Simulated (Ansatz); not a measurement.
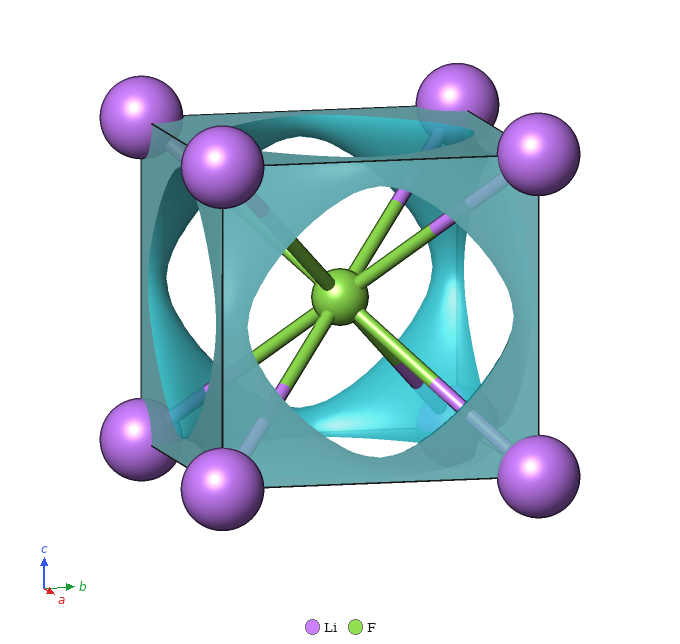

Bond-valence mismatch map for Li+ in LiF (Pm-3m): the teal surface encloses the points where |V − 1| < 0.3 v.u. (1×1×1 cells, view slightly off an axis). Pale faces close the region where the drawn box cuts it.

At each point the valence sum V of a Li+ ion is computed from the anions within 5 Å (s = exp((R0 − d)/b), R0 fitted to published crystal structures with b = 0.37 Å; R0: Li+–F 1.348 Å). The other Li+ ions are ignored. This is an empirical screen for pathways, not an energy calculation.

The cell is taken from the input geometry of an electronic-structure calculation (not necessarily at equilibrium).

```yaml
crystal:
  lattice:
    - [2.55953, 0.00000, 0.00000]
    - [0.00000, 2.55953, 0.00000]
    - [0.00000, 0.00000, 2.55953]
  atoms:
    - { symbol: Li, position: [0.00000, 0.00000, 0.00000] }
    - { symbol: F, position: [0.50000, 0.50000, 0.50000] }
```

How are the low-mismatch regions connected (counting the regions that come within 0.6 Å of a Li site)?

Answer. The regions form a three-dimensional network.

At which mismatch do paths open?

Answer. From a mismatch of about 0.20 v.u. the regions form a three-dimensional network. These are grid estimates, good to about 0.1 v.u.

What is the valence sum at the Li sites themselves?

Answer. 0.77 v.u., against the formal 1.
